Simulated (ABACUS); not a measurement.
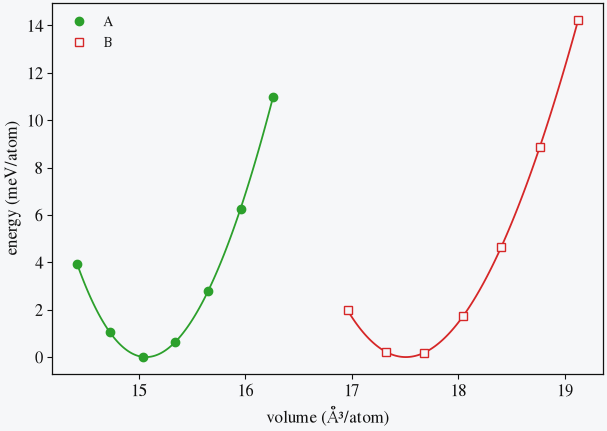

The figure compares two calculations of the energy against volume, each curve from its own zero. The first is for Li₂S, space group Fm-3m (No. 225).

The cell holds 3 atoms.

Calculation (ABACUS 3.10.1): DFT in plane waves or numerical atomic orbitals with pseudopotentials, no spin polarisation; energies at scaled volumes of the given cell, shape and fractions fixed, counted from the fit's minimum, third-order Birch-Murnaghan fit. Level: PBEsol.

```csv
setting,value
k mesh,8×8×8
occupations,Fermi–Dirac
smearing width,0.05 eV
potentials,PseudoDojo NC SR 0.4.1 PBEsol standard
wave cutoff,1007 eV
density cutoff,4027 eV
program settings,basis pw
```

In the second, S is replaced by Se on all its sites, which gives Li₂Se in the same structure. The second calculation uses wave cutoff 1183.695 eV.

Question: Which of A and B is the second calculation, and what did the change do?

Answer: B. The equilibrium volume rises from 15.07 to 17.51 Å³/atom (+16 %) and the bulk modulus falls from 42.2 to 35.2 GPa (−17 %).

V0 and the bulk modulus come from third-order Birch–Murnaghan fits.
